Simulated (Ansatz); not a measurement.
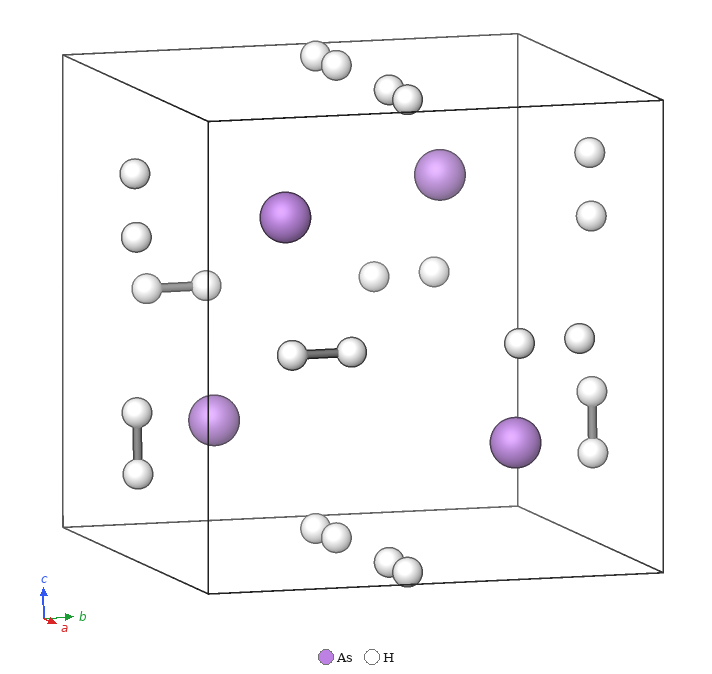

The figure gives a ball-and-stick picture of the atoms, viewed slightly off an axis. The parallelepiped is the simulation cell.

```xyz
16
Lattice="6.4503 -0.0012 -0.0005 -0.0012 6.4437 -0.0003 -0.0005 -0.0003 6.4436" Properties=species:S:1:pos:R:3 pbc="T T T"
As    1.6216    1.6228    1.6155
As    1.6111    4.8253    4.8179
As    4.8441    4.8625    1.6184
As    4.8150    1.6118    4.8323
H     1.1792    3.2023    0.0075
H     6.4462    4.4061    3.2194
H     5.2623    3.1984    6.4300
H     0.0103    2.0246    3.2084
H     6.4353    1.1914    3.1993
H     3.2042    0.0155    4.4069
H     6.4335    5.2620    3.2455
H     3.2365    0.0138    2.0196
H     2.0572    3.2151    0.0035
H     3.2463    0.0245    1.1823
H     4.4002    3.2145    6.4417
H     3.2402    6.4261    5.2797
```

Electronic-structure method: DFT, PAW plane waves, m-r2SCAN in Ansatz 0.2.0. Parameters: E_cut = 500 eV, a 3×3×3 grid in reciprocal space, tetrahedron occupations, no spin polarisation.

### What are the atomic charges by Bader's partition?

As +0.03 e; H -0.01 e. Little charge moves, as in a metallic or covalent solid.

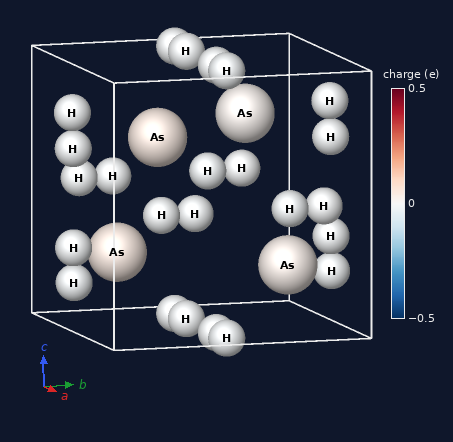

The atoms coloured by those charges.

Shown is a known structure type with the cell strained and the atoms shaken on purpose, as it stood before any relaxation. It was run through Ansatz as a DFT input.
